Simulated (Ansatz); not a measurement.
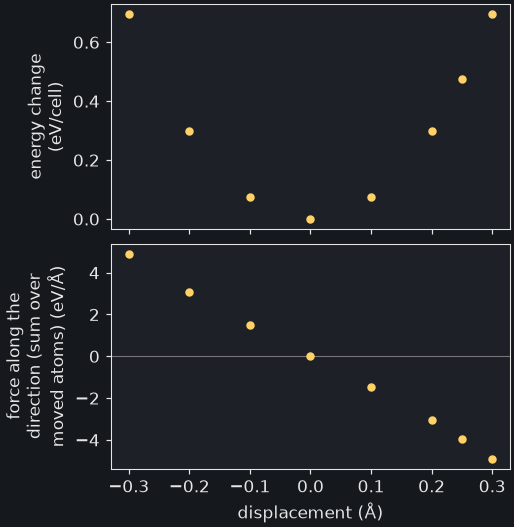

Plotted: energy change and force along the direction (sum over moved atoms) against displacement for CoSi₂, space group Fm-3m (No. 225).

The given structure:
```yaml
crystal:
  lattice:
    - [5.31251, 0.00000, 0.00000]
    - [0.00000, -5.31251, 0.00000]
    - [0.00000, 0.00000, -5.31251]
  atoms:
    - { symbol: Co, position: [0.00000, 0.00000, 0.00000] }
    - { symbol: Co, position: [0.50000, 0.50000, 0.00000] }
    - { symbol: Co, position: [0.50000, 0.00000, 0.50000] }
    - { symbol: Co, position: [0.00000, 0.50000, 0.50000] }
    - { symbol: Si, position: [0.25000, 0.25000, 0.25000] }
    - { symbol: Si, position: [0.75000, 0.75000, 0.25000] }
    - { symbol: Si, position: [0.75000, 0.25000, 0.75000] }
    - { symbol: Si, position: [0.25000, 0.75000, 0.75000] }
    - { symbol: Si, position: [0.75000, 0.75000, 0.75000] }
    - { symbol: Si, position: [0.25000, 0.25000, 0.75000] }
    - { symbol: Si, position: [0.25000, 0.75000, 0.25000] }
    - { symbol: Si, position: [0.75000, 0.25000, 0.25000] }
```

How it was computed, with Ansatz 0.2.0: one atom of a crystal moved along a line, all else fixed, by plane-wave density functional theory with PAW datasets, free energies less that of the undisturbed cell; scalar-relativistic. Level: PBEsol, no spin polarisation.

- wave cutoff: 420 eV
- k mesh: 10×10×10
- occupations: Gaussian
- smearing width: 0.15 eV
- k shift: (0, 0, 0) (mesh steps)
- start: relaxed
- moved atom: 1
- direction: (−0.7071, 0.7071, 0) (Cartesian unit vector)

The points at displacement −0.2, 0.1 and 0.3 follow from computed ones by symmetry.

### Is the given structure stable along this path?

Yes: the energy rises on both sides of the starting structure, which is therefore a minimum along this path.

### Read off the course of the force along the direction (sum over moved atoms).

It falls from 4.89 eV/Å at displacement −0.30 Å to −4.89 eV/Å at 0.30 Å, and changes sign near 0.00 Å.

### What does the calculation give for the harmonic force constant k (E = k x²/2 near the start)?

14.5 eV/Å².

Limits of the calculation: no spin polarisation, a magnetic state may lie lower.
